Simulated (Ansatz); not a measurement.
# Magnon dispersion of ferromagnetic Nb3CrS6 (P6_322) from PBEsol+U exchange couplings

We calculate the adiabatic magnon energies of Nb3CrS6 along a path through the Brillouin zone, for a ferromagnetic collinear state in PBEsol with U = 3.5 eV on Cr. Energies are counted from that ferromagnetic state, so a uniform rotation of all moments costs nothing. The question is how the two branches disperse and which Cr–Cr couplings set their shape. For a device group this matters because the dispersion tells how stiff the magnetic order is within the Cr layers and between them, and at which frequencies spin waves can travel. The main set of couplings lets the electrons relax around constrained moments; a second set, at rigid moments, shows how much the answer depends on that choice.

## Method

One crystal, Nb3CrS6 (P6_322), in the lowest of the collinear states that were tried (20 atom(s), 2 counted as magnetic, largest moment 3.14 muB), from cells of the Materials Project database (relaxed there by DFT; measured order: helimagnetic (arxiv:1209.2783)). Ansatz 0.2.0, plane waves with its default PAW datasets, cutoff 420 eV, collinear spins without spin-orbit coupling, Fermi-Dirac smearing of 0.02 eV. The k mesh is 6×6×2 and the sums for the couplings run over 6×6×2. Functional: PBEsol, Dudarev U (eV) Cr 3.5. The couplings are taken at constrained moments: the directions are held and the rest of the density and field relaxes in linear response. A second set comes from the magnetic force theorem at rigid moments: each moment turns with its exchange field frozen. The strongest shells of the first set are Cr–Cr pairs at 6.97 Å, 6 neighbours, J = 3.38 meV; Cr–Cr pairs at 5.80 Å, 6 neighbours, J = 1.37 meV; Cr–Cr pairs at 9.07 Å, 6 neighbours, J = 0.619 meV. Adiabatic magnon energies follow from all couplings by linear spin-wave theory along a path through the zone of the magnetic cell. The rows are a selection of 24 of the 67 points on this stretch of the path, with its corners; over all 67 points the lowest branch of the first set reaches 46.9 meV and the highest 59.9 meV. By the count of bands on its mesh the state is metallic.

Notes on method and selection:

- J is defined by E = -sum over ordered pairs (each pair twice) of J e_i.e_j with unit vectors e, a classical Heisenberg model without biquadratic or multi-spin terms, so J > 0 favours parallel moments and the moment's size is inside J.
- Without spin-orbit coupling there is no anisotropy, so the lowest branch goes to zero at the ordering wavevectors; damping and quantum corrections are left out.
- Couplings at rigid moments can miss in size and sometimes in sign.
- The state is the lowest of a few collinear starts and need not be the true ground state; spin-orbit coupling is left out.
- U values of this size are meant for oxides; on sulphides, selenides, tellurides and metals they can be too large and impose a moment that the real crystal lacks.
- Ansatz's own search for a lower self-consistent state was switched off in these runs, so a run may rest in a state that is not the lowest for its pattern of moments.
- Runs whose couplings were flagged as in doubt, moved by over 30 per cent with the upper empty bands, lost their pattern of moments or rest on unlike orbital states are not listed.
- For crystals with 4f or 5f elements only couplings at constrained moments are used, since rigid ones can be several times too large.
- Runs that did not converge, have known faults or may not be shown are not listed, and runs on Ansatz's PAW sets soft_1 and soft_2 are kept to separate tables.

Columns:

- path length (1/Å): length along the path from its start.
- q: wavevector in fractions of the magnetic cell's reciprocal vectors.
- lowest, constrained (meV): energy of the lowest magnon branch, constrained couplings.
- highest, constrained (meV): energy of the highest of the 2 branches, constrained couplings.
- lowest, rigid (meV): energy of the lowest magnon branch, rigid couplings.

## Data

| member | path length (1/Å) | q | lowest, constrained (meV) | highest, constrained (meV) | lowest, rigid (meV) | remark |
| --- | --- | --- | --- | --- | --- | --- |
| 0.000 1/Å | 0.000 | (0, 0, 0) | 0.0 | 58.1 | 0.0 | corner of the path |
| 0.170 1/Å | 0.170 | (0.136, 0, 0) | 6.7 | 59.9 | 3.7 |  |
| 0.227 1/Å | 0.227 | (0.182, 0, 0) | 10.9 | 59.6 | 6.0 |  |
| 0.455 1/Å | 0.455 | (0.364, 0, 0) | 32.2 | 51.9 | 19.9 |  |
| 0.625 1/Å | 0.625 | (0.5, 0, 0) | 37.0 | 43.8 | 22.1 | corner of the path |
| 0.682 1/Å | 0.682 | (0.5, 0.045, 0) | 37.1 | 44.7 | 22.4 |  |
| 0.909 1/Å | 0.909 | (0.5, 0.227, 0) | 32.9 | 53.8 | 19.1 |  |
| 1.136 1/Å | 1.136 | (0.5, 0.409, 0) | 37.0 | 47.0 | 22.5 |  |
| 1.250 1/Å | 1.250 | (0.5, 0.5, 0) | 37.0 | 43.8 | 22.1 | corner of the path |
| 1.447 1/Å | 1.447 | (0.409, 0.409, 0) | 39.7 | 47.9 | 24.5 |  |
| 1.840 1/Å | 1.840 | (0.227, 0.227, 0) | 28.8 | 55.3 | 16.1 |  |
| 2.234 1/Å | 2.234 | (0.045, 0.045, 0) | 2.5 | 59.1 | 1.4 |  |
| 2.332 1/Å | 2.332 | (0, 0, 0) | 0.0 | 58.1 | 0.0 | corner of the path |
| 2.403 1/Å | 2.403 | (0, 0, 0.136) | 2.1 | 54.9 | 1.6 |  |
| 2.496 1/Å | 2.496 | (0, 0, 0.318) | 11.0 | 42.4 | 8.5 |  |
| 2.590 1/Å | 2.590 | (0, 0, 0.5) | ? | ? | ? |  |
| 2.983 1/Å | 2.983 | (0.182, 0.182, 0.5) | 33.6 | 33.6 | 22.0 |  |
| 3.278 1/Å | 3.278 | (0.318, 0.318, 0.5) | 46.9 | 46.9 | 31.1 |  |
| 3.377 1/Å | 3.377 | (0.364, 0.364, 0.5) | 46.8 | 46.8 | 31.1 |  |
| 3.672 1/Å | 3.672 | (0.5, 0.5, 0.5) | 44.0 | 44.0 | 28.9 | corner of the path |
| 3.733 1/Å | 3.733 | (0.454, 0.5, 0.454) | ? | ? | ? |  |
| 3.979 1/Å | 3.979 | (0.273, 0.5, 0.273) | 36.0 | 49.7 | 22.0 |  |
| 4.225 1/Å | 4.225 | (0.091, 0.5, 0.091) | 37.4 | 46.9 | 22.8 |  |
| 4.348 1/Å | 4.348 | (0, 0.5, 0) | 37.0 | 43.8 | 22.1 | corner of the path |

Cells marked ? are withheld until the estimate has been made.

lowest, constrained (meV) against path length (1/Å), members shown:

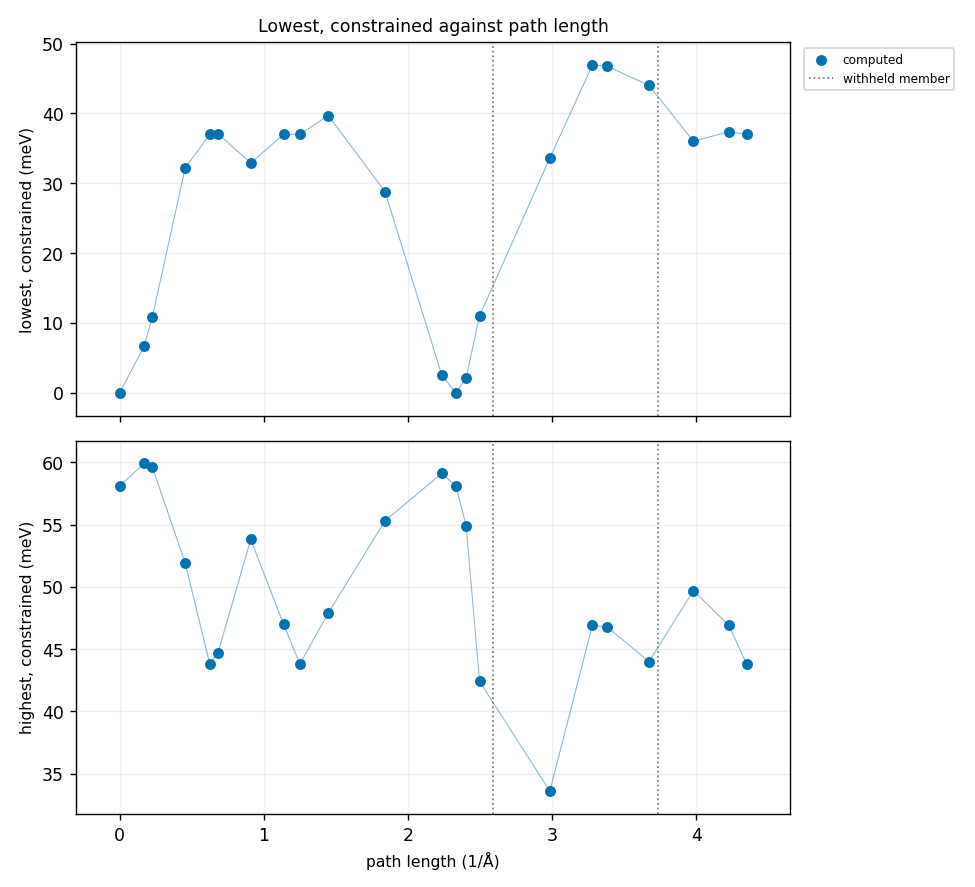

## Reading the trend

Per unit of wavevector, the lowest branch at first rises faster across the layers than within them. It reaches 11.0 meV at (0, 0, 0.318), which is 2.496 − 2.332 = 0.164 1/Å from the zone centre, but only 6.7 meV at (0.136, 0, 0), 0.170 1/Å away. Within the layers it then climbs on, to 39.7 meV at (0.409, 0.409, 0). The k mesh is coarse, so the energies close to the zone centre are less certain than the rest. At the zone centre the upper branch, in which the two Cr layers of the cell precess in opposition, lies at 58.1 meV.

The listed couplings account for most of this. For a ferromagnet with two equivalent Cr sites, linear spin-wave theory gives

$$\hbar\omega_\pm = \frac{4}{m}\left[J_{\rm in}(0)+J_{\rm out}(0)-J_{\rm in}(q)\pm|J_{\rm out}(q)|\right],$$

with $m$ = 3.14 the moment in Bohr magnetons, and $J_{\rm in}$ and $J_{\rm out}$ the coupling sums within one Cr sublattice and between the two. The pairs at 6.97 and 9.07 Å join neighbouring layers. They alone give an upper branch of 8 / 3.14 × 6 × (3.38 + 0.619) = 61.1 meV at the zone centre, close to the full result.

At (0.5, 0, 0) the branches lie only 43.8 − 37.0 = 6.8 meV apart. There the two interlayer shells work against each other: 16 / 3.14 × (3.38 − 3 × 0.619) = 7.8 meV, against 16 / 3.14 × 3.38 = 17.2 meV from the nearer shell alone. The in-plane pairs at 5.80 Å raise both branches at this point by 4 / 3.14 × 8 × 1.37 = 14.0 meV. Roughly midway between two such equivalent points, at (0.5, 0.227, 0), the splitting grows to 53.8 − 32.9 = 20.9 meV and pushes the lowest branch down to 32.9 meV.

Rigid moments give lower energies at every shown point away from the zone centre, by a factor of 22.1 / 37.0 = 0.60 at (0.5, 0, 0) and 8.5 / 11.0 = 0.77 at (0, 0, 0.318). The two factors differ, so the choice changes the balance between the directions as well as the scale. The size of the couplings also still depends on the k mesh. The measured order is helimagnetic; antisymmetric exchange, which the chiral space group allows and which could drive a long helix, was not computed.

## Prediction

Plain estimates from the members shown:

- 3.733 1/Å, straight-line interpolation between 3.672 1/Å and 3.979 1/Å: w = (3.733 − 3.672) / (3.979 − 3.672) = 0.199, so 44.0 + 0.199 × (36.0 − 44.0) = 42.4 meV
- 2.590 1/Å, straight-line interpolation between 2.496 1/Å and 2.983 1/Å: w = (2.590 − 2.496) / (2.983 − 2.496) = 0.193, so 11.0 + 0.193 × (33.6 − 11.0) = 15.4 meV

Straight lines miss the curvature, so we treat the mean of the two branches and their splitting separately. The splitting varies as $\cos(\pi q_z)$ at fixed in-plane wavevector, since neighbouring layers lie half a cell apart; the mean changes by $g(1-\cos 2\pi q_z)$, from couplings between Cr atoms two layers apart.

For 3.733 1/Å, the in-plane part is equivalent to that of (0.5, 0.045, 0), where the mean is (37.1 + 44.7) / 2 = 40.9 meV and the splitting 44.7 − 37.1 = 7.6 meV. To find $g$ we compare means at equivalent in-plane points. At $q_z$ = 0 they are (37.0 + 43.8) / 2 = 40.4 meV at (0.5, 0, 0) and (32.9 + 53.8) / 2 = 43.35 meV at (0.5, 0.227, 0); at 3.979 1/Å the mean is (36.0 + 49.7) / 2 = 42.85 meV. The factor $1-\cos 2\pi q_z$ is 2 at 3.672 1/Å and 1 + 0.144 = 1.144 at 3.979 1/Å. This gives $g$ = (44.0 − 40.4) / 2 = 1.80 meV at 3.672 1/Å and (42.85 − 43.35) / 1.144 = −0.44 meV at 3.979 1/Å. We interpolate in $\cos(4\pi q_x)$, the leading harmonic on this line, which is 1 at 3.672 1/Å, −0.96 at 3.979 1/Å and 0.84 at the wanted point. The weight is (0.84 + 0.96) / (1 + 0.96) = 0.918, so $g$ = −0.44 + 0.918 × (1.80 + 0.44) = 1.62 meV. At $q_z$ = 0.454, $1-\cos 2\pi q_z$ is 1 + 0.96 = 1.96 and $\cos(\pi q_z)$ is 0.144. The lowest branch is then 40.9 + 1.62 × 1.96 − 0.5 × 7.6 × 0.144 = 43.5 meV. The same route gives 37.4 meV at 4.225 1/Å, as tabulated. We allow 0.3 meV for higher harmonics in $g$.

For 2.590 1/Å, the splitting vanishes and only the mean remains. It falls from 58.1 / 2 = 29.05 meV at the zone centre to (11.0 + 42.4) / 2 = 26.7 meV at $q_z$ = 0.318, where $1-\cos 2\pi q_z$ is 1 + 0.41 = 1.41, so $g$ = (26.7 − 29.05) / 1.41 = −1.67 meV and the estimate is 29.05 − 2 × 1.67 = 25.7 meV. Tried at $q_z$ = 0.136, this gives 2.0 meV against 2.1 meV shown. Rounding and a weak further harmonic suggest an error of 0.2 meV.

**Committed estimate, 3.733 1/Å: lowest, constrained = 43.5 ± 0.3 meV.**  
**Committed estimate, 2.590 1/Å: lowest, constrained = 25.7 ± 0.2 meV.**

## Result

| member | path length (1/Å) | q | lowest, constrained (meV) | highest, constrained (meV) | lowest, rigid (meV) | remark |
| --- | --- | --- | --- | --- | --- | --- |
| 2.590 1/Å | 2.590 | (0, 0, 0.5) | 25.7 | 25.7 | 19.9 | corner of the path |
| 3.733 1/Å | 3.733 | (0.454, 0.5, 0.454) | 43.5 | 44.5 | 28.4 |  |

| member | estimate | lowest, constrained (meV) | computed | estimate − computed | miss in error bars |
| --- | --- | --- | --- | --- | --- |
| 3.733 1/Å | committed | 43.5 | 43.5 | 0.0 | 0.0 |
| 3.733 1/Å | interpolation | 42.4 | 43.5 | −1.1 |  |
| 2.590 1/Å | committed | 25.7 | 25.7 | 0.0 | 0.0 |
| 2.590 1/Å | interpolation | 15.4 | 25.7 | −10.3 |  |

lowest, constrained (meV) against path length (1/Å):

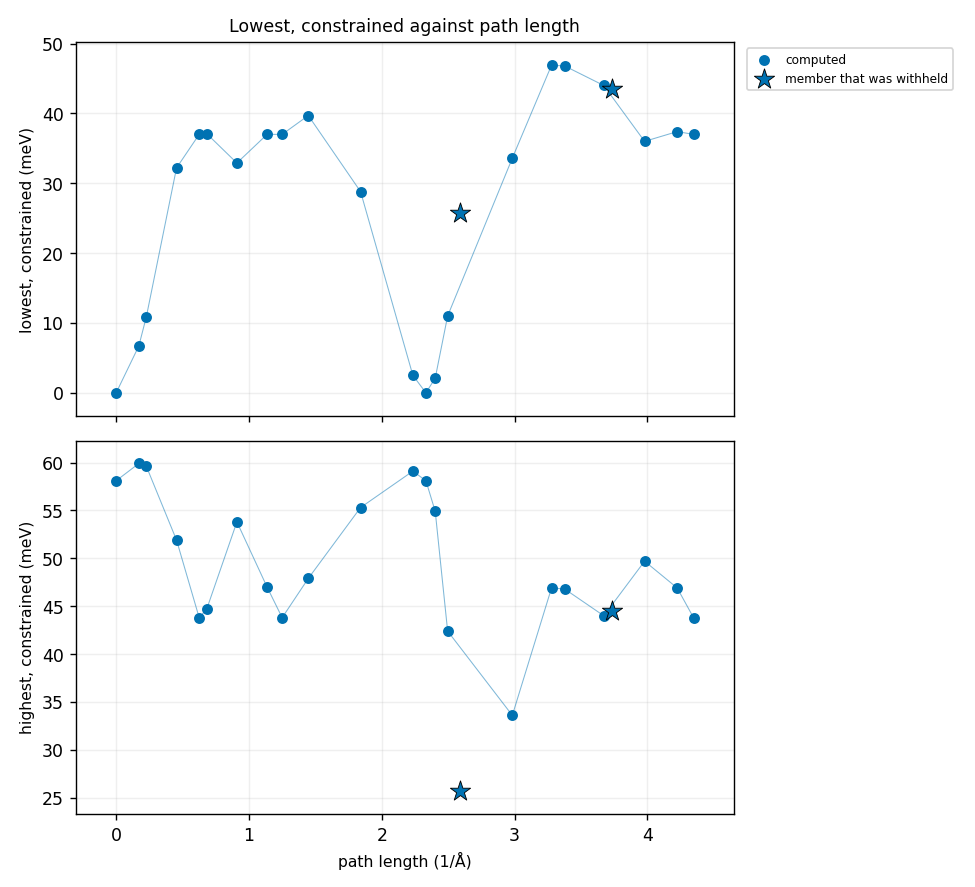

Both estimates agree with the computed energies to the printed digit, 43.5 meV at 3.733 1/Å and 25.7 meV at 2.590 1/Å, so both lie well inside their error bars. Straight-line interpolation came out 1.1 and 10.3 meV too low. Its larger miss is at a corner, where the line joins two directions of the path and cuts below the branch.

Treating the mean of the branches and their splitting separately held at both points. Part of this success is built in: the couplings were summed on a mesh with only two points along the layer normal, which leaves few harmonics in that direction. The agreement therefore confirms the reading of these couplings more than their accuracy for the crystal.

At (0, 0, 0.5) the mean is 29.05 − 25.7 = 3.35 meV lower than at the zone centre. In the model this means that couplings between layers two apart sum to a weak preference for antiparallel moments, −3.35 × 3.14 / 16 = −0.66 meV per Cr for each of the two directions along the normal. The parallel coupling between neighbouring layers is far stronger and keeps the ferromagnetic state stable along this line.

## Exceptions

No point falls outside the two-branch picture, but two features of the in-plane dispersion call for an explanation.

The first is the dip of the lowest branch to 32.9 meV at (0.5, 0.227, 0), between 37.1 and 37.0 meV at the neighbouring shown points. The mean of the branches is higher there than at (0.5, 0, 0), (32.9 + 53.8) / 2 = 43.35 against (37.0 + 43.8) / 2 = 40.4 meV, so a softer in-plane coupling is not the reason. The interlayer coupling splits the branches by 20.9 meV at this wavevector and pushes the lower one down.

The second is the upper branch, which is higher at (0.136, 0, 0) than at the zone centre, 59.9 against 58.1 meV. The mean rises by (6.7 + 59.9) / 2 − 58.1 / 2 = 4.25 meV, while half the splitting shrinks by 58.1 / 2 − (59.9 − 6.7) / 2 = 2.45 meV, and the difference is the rise of 1.8 meV.

## Rules of thumb and their limits

For this set of couplings, an energy at a new wavevector is best estimated from the mean and the splitting of the branches, each continued with its own periodicity. The two tests agree within the printed rounding, but this precision does not carry over to the real crystal. At (0.5, 0, 0) the choice between constrained and rigid moments alone changes the lowest branch by 37.0 − 22.1 = 14.9 meV, and the k mesh adds a further uncertainty.

In units of frequency, at roughly 0.24 THz per meV, the branches meet at 25.7 × 0.24 = 6.2 THz at (0, 0, 0.5), and the upper branch reaches 59.9 × 0.24 = 14 THz at (0.136, 0, 0).

Antisymmetric exchange and anisotropy are left out and should matter mainly near the zone centre, where the lowest branch itself is low in energy. In this metallic state, decay into electron–hole pairs can broaden the upper branch markedly.
